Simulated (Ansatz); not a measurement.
**Single-point calculation of TiSi**

- system: TiSi (Fm-3m, 2 atoms in the cell)
- method: DFT HSE06, scalar-relativistic, plane waves, PAW, no spin polarisation (Ansatz 0.2.0)

It belongs to a series of runs on one base structure; here: volume × 1.000 of the coarse rest volume.

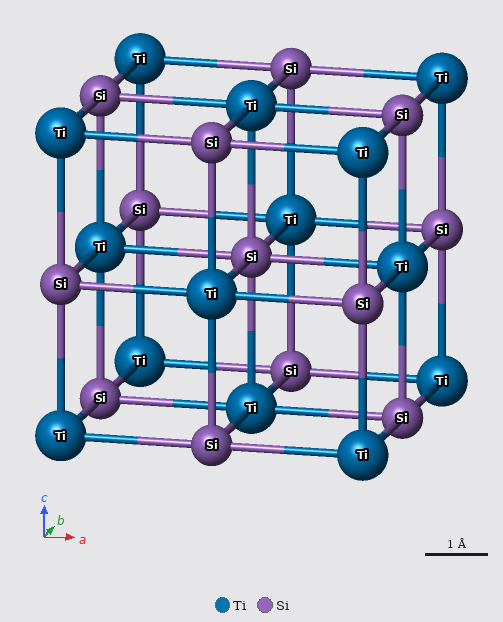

Fig. 1: The input geometry (ball-and-stick view of the cell 4 times as large as that of the calculation, set on its symmetry axes, seen slightly off an axis). An atom can appear more than once, as a periodic image. Near neighbours in the periodic cell (some may lie outside the picture): Ti has 6 Si at 2.53 Å; Si has 6 Ti at 2.53 Å.

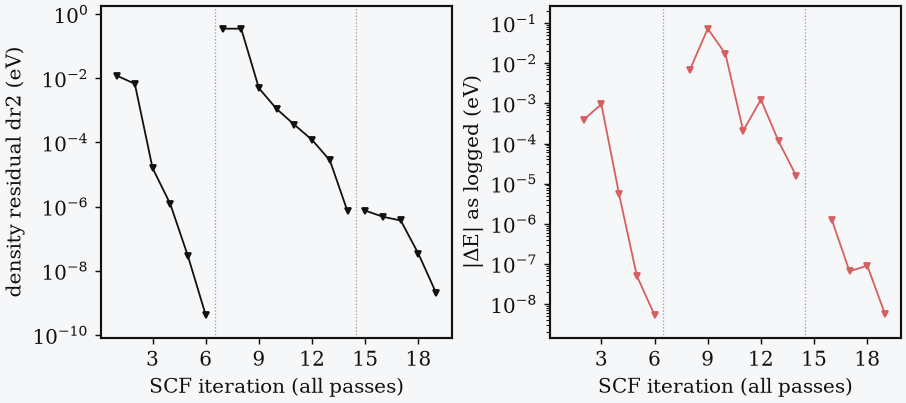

Fig. 2: Convergence of the self-consistent field: density residual dr2 and size of the energy change against the SCF iteration. The run starts with a semilocal functional; after that each stretch between dotted lines is one SCF of the hybrid functional between two exact rebuilds of the exchange operator by the outer loop. Early passes are stopped at a loose threshold. The passes take 6, 8 and 5 iterations.

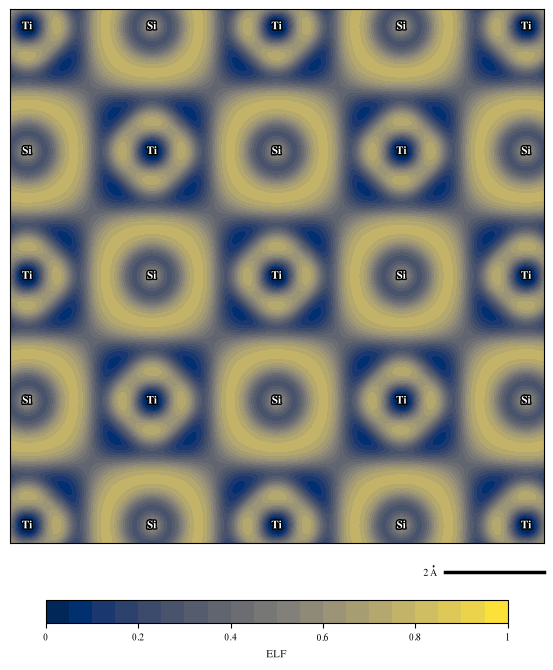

Fig. 3: Electron localisation function on the (100) plane of the conventional cell. Ti–Si (2.53 Å): the ELF is about 0.50 at the midpoint. The strong features right at Ti lie inside the PAW spheres (semicore, d or f shells) and say nothing about bonding. Core electrons are frozen (PAW), so the fields are smoothed inside the atomic spheres.

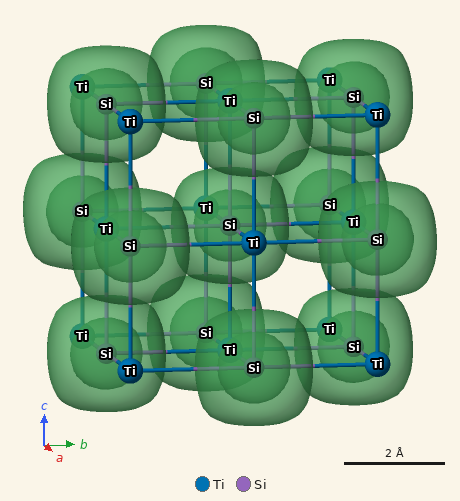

Fig. 4: Isosurface of the electron localisation function at 0.65 (green), seen slightly off an axis. Only the valence region is drawn (cores and ρ < 0.01 e/Å³ removed). Sticks mark near contacts. The outline is the cell set on symmetry axes. Profiles from the grid: Ti–Si (2.53 Å): the ELF is about 0.50 at the midpoint.

The input and output of the run follow.

Input
```yaml
crystal:
  lattice:
    - [0.0, 2.5314, 2.5314]
    - [2.5314, 0.0, 2.5314]
    - [2.5314, 2.5314, 0.0]
  atoms:
    - { symbol: Ti, position: [0.0, 0.0, 0.0] }
    - { symbol: Si, position: [0.5, 0.5, 0.5] }
basis:
  ecutwfc: 420
kpoints:
  mp_grid: { grid: [10, 10, 10] }
hamiltonian:
  xc: hse06
scf:
  occupations: { method: fermi_dirac, width: 0.15 }
output:
  forces: true
  stress: true
  eigenvalues: true
  write_density: true
  write_potential: true
  elf: true
  volumetric_format: npy
```

Run as:
```bash
ansatz run input.yaml --threads 4 --pin off --max-ram 12288MiB --backend cpu --events-out ev --progress --plain --runs-dir out
```

What the program printed
```
Warning: output.stress: scf.convergence.dr2_threshold = 1e-7 eV (the SCF's general default) is looser than the 2e-10 eV advised for a printed stress (1e-10 eV for each atom of the cell: 2). What an SCF threshold leaves in a stress goes as its square root, and in the free energy as the threshold itself, and one threshold admits the most on a small cell: of the crystals measured, under no hybrid functional and no lock of the moments, on runs that ended without the residual-converged pass, on stresses that held no estimate of that error, the worst erred by over 100 MPa in a component at 1e-7 eV an atom and by under 5 at 1e-10. Set scf.convergence.dr2_threshold to 2e-10 eV or tighter. The threshold is an SCF's pass mark: one that does not reach it within its budget of iterations ends unconverged, or closes short of it on a stop that the run arms, and scf.convergence.dr2_threshold's page says what that costs each kind of run
Warning: output.stress: scf.exx.energy_threshold = 1e-6 eV is looser than the 2e-8 eV advised for a stress under a hybrid functional (1e-8 eV for each atom of the cell: 2). Every SCF of the exchange loop can meet its threshold on dr2 while the loop round them stops early: no threshold on dr2 bounds what that leaves in the stress. Set scf.exx.energy_threshold to 2e-8 eV or tighter. The threshold is the loop's pass mark: a loop that does not reach it within its budget of cycles ends unconverged, and scf.exx.energy_threshold's page has the law
band count auto-derived: 13 (N_el = 16.0; filled up to band 8; 12 by the electrons, moments and atoms)
Engine: ansatz 0.2.0, x86_64-unknown-linux-gnu
Pseudopotentials: kind: paw
Pseudopotential: Ti, paw, valence charge 12, recommended cutoff 420 eV (normal), Ti.paw.azcp
Pseudopotential: Si, paw, valence charge 4, recommended cutoff 420 eV (normal), Si.paw.azcp
Functional definition: HSE06
  parameter a = 0.25
  parameter omega = 0.11/bohr
  exchange = pbe_x - a*pbe_x_sr(omega) + a*exact_x_sr(omega)
  correlation = pbe_c
Crystal: 2 atoms, lattice volume = 32.442 Å³
Basis set: ecut = 420 eV, 609 PW (Γ), exchange–correlation on 48×48×48 points (8 copies of the dense FFT grid, shifted against one another)
Bands: 13, of which v1, the nominal top of the filled ones, is band 8 counted from 1 (7 counted from 0)
Symmetry: 48 space group operations
Space group: Fm-3m (ITA 225), of the structure as read, at distance tolerance 3.2e-5 Å
k-points: 47 of 1000
Non-local potential: Ti, projectors of the file, l = 0: 3, l = 1: 2, l = 2: 3, l = 3: 1
Non-local potential: Si, projectors of the file, l = 0: 2, l = 1: 2, l = 2: 2
PAW form: soft (Blöchl's): semilocal exchange-correlation on the pseudo side does not see the compensation charge
PAW frozen core: Ti, regenerated for the run's functional, and the local potential with it (the file was generated under x = pbe(κ = 0.804, μ = 0.2195149727645171), c = pbe(β = 0.06672455060314922))
PAW frozen core: Si, regenerated for the run's functional, and the local potential with it (the file was generated under x = pbe(κ = 0.804, μ = 0.2195149727645171), c = pbe(β = 0.06672455060314922))
PAW one-centre angular grid: Ti, 590 points (default); XC on 64 Gauss nodes
PAW one-centre angular grid: Si, 110 points (default); XC on 64 Gauss nodes
Initial density: superposition of atomic densities (neutral atoms: chi_scale 0, normalization atom), corrected by the library's trained network
Initial wavefunctions: pseudopotential atomic-orbital guess
Functional: x = pbe(κ = 0.804, μ = 0.2195149727645171), c = pbe(β = 0.06672455060314922), warm-up for x = pbe(κ = 0.804, μ = 0.2195149727645171) + 0.25 (exact − pbe) at short range (hse, ω = 0.20786987370883472 Å⁻¹), c = pbe(β = 0.06672455060314922); HSE06 as pw.x's `hse` composes it (authors' and Libxc's form: `xc: wpbeh`)
SCF iter   1: F=—  HF=-3136.378498 eV  |F-HF|=—  |Δ(HF+E_count)|=         —  Δρ=6.37e-3  dr2=1.19e-2  ethr=1.77e-3  ⟨swp⟩=5.6  Hψ=2546  notcnv=0
preconditioner: auto → none  [metal: Δε(μ)=0.075 eV  Ē_g=6.333 eV  σ=0.150 eV  W_gap=0.12  n_scr=8 (ndim 8)  ℏωp=18.4 eV  f_vac=0.000  D(μ)=0.70/eV (n_scr^D=0)  sad-step TF]
SCF iter   2: F=—  HF=-3136.378106 eV  |F-HF|=—  |Δ(HF+E_count)|=   3.92e-4  Δρ=4.32e-3  dr2=6.68e-3  ethr=7.47e-5  ⟨swp⟩=2.1  Hψ=1066  notcnv=0  defer=2
iter 3 solved again at ethr=1.69e-7 eV; its pass at ethr=4.18e-5 eV (dr2=2.70e-5 eV) is discarded
SCF iter   3: F=—  HF=-3136.377153 eV  |F-HF|=—  |Δ(HF+E_count)|=   9.53e-4  Δρ=3.72e-4  dr2=1.59e-5  ethr=1.69e-7  ⟨swp⟩=4.2  Hψ=2813  notcnv=0
eigensolver tolerance schedule: the retry pair's looser diagonalisation over-reported the residual by 0.70 of it (diagonalisation noise at 0.71 of the residual, at the tolerance the schedule requests for it); recorded, not acted on — ethr = c·dr2/N_el stays at c = 1.0e-1
SCF iter   4: F=—  HF=-3136.377158 eV  |F-HF|=—  |Δ(HF+E_count)|=   5.44e-6  Δρ=5.01e-5  dr2=1.20e-6  ethr=9.93e-8  ⟨swp⟩=3.0  Hψ=1146  notcnv=0
SCF iter   5: F=—  HF=-3136.377158 eV  |F-HF|=—  |Δ(HF+E_count)|=   5.06e-8  Δρ=9.08e-6  dr2=2.81e-8  ethr=7.51e-9  ⟨swp⟩=3.7  Hψ=1274  notcnv=0
SCF iter   6: F=-3136.377158 eV  HF=-3136.377158 eV  |F-HF|=1.96e-11  |Δ(HF+E_count)|=   5.29e-9  Δρ=1.39e-6  dr2=4.14e-10  ethr=1.76e-10  ⟨swp⟩=4.3  Hψ=1409  notcnv=0
SCF 1 converged in 6 iterations: F = -3136.377158 eV  dr2 = 4.14e-10
  greatest PAW one-centre occupation: 0.999 electrons in one spin orbital (limit 2), on the Ti atom at site 0 (counted from 0), in its partial waves of l = 0
Initial density: handed on by an earlier stage of this run
Initial wavefunctions: those handed on with the density
Functional: x = pbe(κ = 0.804, μ = 0.2195149727645171) + 0.25 (exact − pbe) at short range (hse, ω = 0.20786987370883472 Å⁻¹), c = pbe(β = 0.06672455060314922); HSE06 as pw.x's `hse` composes it (authors' and Libxc's form: `xc: wpbeh`)
Exchange kernel: α = 0.2500, screened, ω = 0.2079 Å⁻¹, Wigner–Seitz truncation, v(0) = 1046.9322 eV·Å³, q-mesh 10×10×10, nearest image of the exchange supercell L = 35.80 Å, pair-density grid 15×15×15, without the augmentation charges, whose exchange is taken in its separable form by FFT convolution over the k-point mesh (sized by the pseudopotential files, 20×20×20 at the most), smooth part of the exact exchange by density-matrix convolution
Frozen-core exchange: fock
iter 1 solved again at ethr=1.55e-3 eV; its pass at ethr=1.00e-1 eV (dr2=2.48e-1 eV) is discarded
SCF iter   1: F=—  HF=-3136.357422 eV  |F-HF|=—  |Δ(HF+E_count)|=         —  Δρ=2.69e-2  dr2=3.49e-1  ethr=1.55e-3  ⟨swp⟩=4.1  Hψ=2915  notcnv=0
eigensolver tolerance schedule calibrated: the retry pair's looser diagonalisation under-reported the residual by θ = 0.22 (0.12/decade); ethr = c·dr2/N_el runs at the constant in force after the calibration composes with the one it found (an armed cap, an earlier calibration), c = 6.8e-2
preconditioner: auto → none  [metal: Δε(μ)=0.100 eV  Ē_g=7.812 eV  σ=0.150 eV  W_gap=0.17  n_scr=8 (ndim 8)  ℏωp=18.4 eV  f_vac=0.000  D(μ)=0.43/eV (n_scr^D=0)]
SCF iter   2: F=—  HF=-3136.350458 eV  |F-HF|=—  |Δ(HF+E_count)|=   6.96e-3  Δρ=2.73e-2  dr2=3.49e-1  ethr=1.35e-3  ⟨swp⟩=4.0  Hψ=2091  notcnv=0
SCF iter   3: F=—  HF=-3136.277710 eV  |F-HF|=—  |Δ(HF+E_count)|=   7.27e-2  Δρ=3.01e-3  dr2=4.88e-3  ethr=1.35e-3  ⟨swp⟩=4.0  Hψ=1619  notcnv=0
SCF iter   4: F=—  HF=-3136.294870 eV  |F-HF|=—  |Δ(HF+E_count)|=   1.72e-2  Δρ=1.94e-3  dr2=1.10e-3  ethr=6.08e-6  ⟨swp⟩=4.4  Hψ=1629  notcnv=0
SCF iter   5: F=—  HF=-3136.294662 eV  |F-HF|=—  |Δ(HF+E_count)|=   2.08e-4  Δρ=4.98e-4  dr2=3.55e-4  ethr=3.44e-6  ⟨swp⟩=3.0  Hψ=1162  notcnv=0
SCF iter   6: F=—  HF=-3136.295897 eV  |F-HF|=—  |Δ(HF+E_count)|=   1.24e-3  Δρ=7.43e-4  dr2=1.19e-4  ethr=1.34e-7  ⟨swp⟩=4.6  Hψ=1949  notcnv=0
SCF iter   7: F=—  HF=-3136.296010 eV  |F-HF|=—  |Δ(HF+E_count)|=   1.13e-4  Δρ=2.94e-4  dr2=2.77e-5  ethr=1.34e-7  ⟨swp⟩=3.6  Hψ=1248  notcnv=0
SCF iter   8: F=-3136.296025 eV  HF=-3136.296026 eV  |F-HF|=7.76e-7  |Δ(HF+E_count)|=   1.53e-5  Δρ=3.85e-5  dr2=7.05e-7  ethr=7.71e-8  ⟨swp⟩=4.1  Hψ=1455  notcnv=0
SCF 2 stopped early in 8 iterations: F = -3136.296025 eV  dr2 = 7.05e-7
hybrid outer 1: dexx = +2.463e-2 eV, tail = 4.62e-5 eV
Exchange kernel: α = 0.2500, screened, ω = 0.2079 Å⁻¹, Wigner–Seitz truncation, v(0) = 1046.9322 eV·Å³, q-mesh 10×10×10, nearest image of the exchange supercell L = 35.80 Å, pair-density grid 15×15×15, without the augmentation charges, whose exchange is taken in its separable form by FFT convolution over the k-point mesh (sized by the pseudopotential files, 20×20×20 at the most), smooth part of the exact exchange by density-matrix convolution
Frozen-core exchange: fock
SCF iter   1: F=—  HF=-3136.295585 eV  |F-HF|=—  |Δ(HF+E_count)|=         —  Δρ=6.77e-5  dr2=7.46e-7  ethr=1.44e-6  ⟨swp⟩=3.4  Hψ=1593  notcnv=0
preconditioner: auto → none  [metal: Δε(μ)=0.124 eV  Ē_g=7.603 eV  σ=0.150 eV  W_gap=0.20  n_scr=8 (ndim 8)  ℏωp=18.4 eV  f_vac=0.000  D(μ)=0.42/eV (n_scr^D=0)]
SCF iter   2: F=—  HF=-3136.295586 eV  |F-HF|=—  |Δ(HF+E_count)|=   1.25e-6  Δρ=3.97e-5  dr2=4.79e-7  ethr=3.87e-9  ⟨swp⟩=4.1  Hψ=1574  notcnv=0
SCF iter   3: F=—  HF=-3136.295586 eV  |F-HF|=—  |Δ(HF+E_count)|=   6.52e-8  Δρ=3.20e-5  dr2=3.68e-7  ethr=2.92e-9  ⟨swp⟩=3.3  Hψ=1281  notcnv=0
SCF iter   4: F=—  HF=-3136.295586 eV  |F-HF|=—  |Δ(HF+E_count)|=   9.06e-8  Δρ=8.35e-6  dr2=3.36e-8  ethr=2.18e-9  ⟨swp⟩=2.6  Hψ=1098  notcnv=0
SCF iter   5: F=-3136.295586 eV  HF=-3136.295586 eV  |F-HF|=1.41e-9  |Δ(HF+E_count)|=   5.60e-9  Δρ=2.11e-6  dr2=2.00e-9  ethr=1.99e-10  ⟨swp⟩=3.9  Hψ=1532  notcnv=0
SCF 3 converged in 5 iterations: F = -3136.295586 eV  dr2 = 2.00e-9
  Residual-converged pass: ⟨swp⟩=3.0  Hψ=1169  notcnv=0  max |occ|·‖R‖ = 2.4e-6 eV (tolerance 2.4e-6 eV)  dr2=2.08e-9  dr2_onsite=1.16e-10  max |Δocc| = 1.4e-11
hybrid outer 2: dexx = +1.082e-6 eV, tail = 2.19e-8 eV, Δε = 2.43e-3 eV (about 5.66e-5 eV left of the loop's levels)
hybrid SCF converged: 2 outer / 13 inner (+6 warm-up), last move |dexx| = 1.08e-6 eV, tail = 2.19e-8 eV
Stability not checked: this state was not tested for a lower state beside it, because the functional holds exact exchange (a hybrid, or Hartree-Fock), whose exchange loop this test does not read (fock_operator; see scf.lower_state_search)
Free energy (F): -3136.295586 eV
Frozen-core exchange: fock
Harris-Foulkes:  -3136.295586 eV  (|F-HF|=1.41e-9)
Internal energy: -3136.262470 eV  (E = F + TS)
E sigma→0 (E₀):  -3136.279028 eV
Entropy (-TS):   -0.033117 eV (-16.558 meV/atom)
Fermi energy:    11.473930 eV
--- Per-component energies (eV) ---
  E_band       = -193.018928
  E_kinetic    = 314.336521
  E_local      = -985.433659  (includes V_loc(G=0)·N_el)
  E_nonlocal   = 32.046036
  E_hartree    = 408.787662
  E_xc         = -124.973671
  E_vxc        = -137.299084  (∫ρ·V_xc dr)
  E_exx        = -45.102692  (= α·E_x^exact, valence–valence)
  E_paw        = -1543.696019  (= ΣΔE_a)
  E_vpaw       = -144.037492  (= ΣTr[D̂ρ^β])
  E_aug_tail   = 0.000119  (compensation charges beyond the density's cutoff)
  E_ewald      = -1191.995714
  E_core_change = -0.231054  (= ΣΔE_core)
  E_smearing   = -0.033117  (= −TS)
  E_closure    = 0.000002  (closes the sum)
  Σ components = -3136.295586   (vs F -3136.295586, Δ=-4.55e-13)
--- Forces (eV/Å), atoms counted from 1 ---
  atom   1  Ti    -0.00000000     0.00000000    -0.00000000
  atom   2  Si    -0.00000000     0.00000000    -0.00000000
  max |Σ_I F_I| component: 1.00e-30 eV/Å
--- Stress (GPa, compression-positive) ---
        0.125430      -0.000000      -0.000000
       -0.000000       0.125430      -0.000000
        0.000000      -0.000000       0.125430
  P = ⅓ Tr σ = 0.1254 GPa (1.254 kbar)
--- Band table (eV; the first three rows and the last of 47) ---
  k-point 0: bands = ["-50.2770", "-24.8972", "-24.8972", "-24.8972", "-0.4199", "11.5826", "11.5826", "11.7832", "11.7832", "11.7832", "15.0751", "15.0751", "15.0751"]
  k-point 1: bands = ["-50.2758", "-24.9100", "-24.8988", "-24.8988", "-0.2211", "11.1813", "11.1813", "11.2476", "11.9124", "11.9124", "14.8594", "15.6468", "15.6468"]
  k-point 2: bands = ["-50.2727", "-24.9434", "-24.9028", "-24.9028", "0.3613", "9.8594", "10.3894", "10.3894", "12.3582", "12.3582", "14.5665", "16.8233", "16.8233"]
  k-point 46: bands = ["-50.2603", "-24.9965", "-24.9730", "-24.9459", "3.4052", "7.4996", "8.1280", "9.0153", "13.6313", "13.8036", "14.3151", "14.5049", "15.0673"]
```

Results in brief

| quantity | value |
| --- | --- |
| outcome | converged |
| space group (tolerance 0.01 Å) | Fm-3m (225) |
| electrons treated | 16 |
| free energy | −3136.2956 eV |
| Fermi energy | 11.474 eV |
| gap on the k-point mesh | none (metallic) |
| pressure | 0.13 GPa |
| largest force (length of the vector) | under 0.001 eV/Å |
| hardware | 4 threads of Intel Xeon (Sapphire Rapids), 16 GiB of memory available, shared host |
| wall time | 31 s (CPU time 1.9 min) |
| peak memory | 3.5 GiB |

The program warns: the exchange loop's threshold is looser than advised for the stress; the SCF threshold is looser than advised for the printed stress.
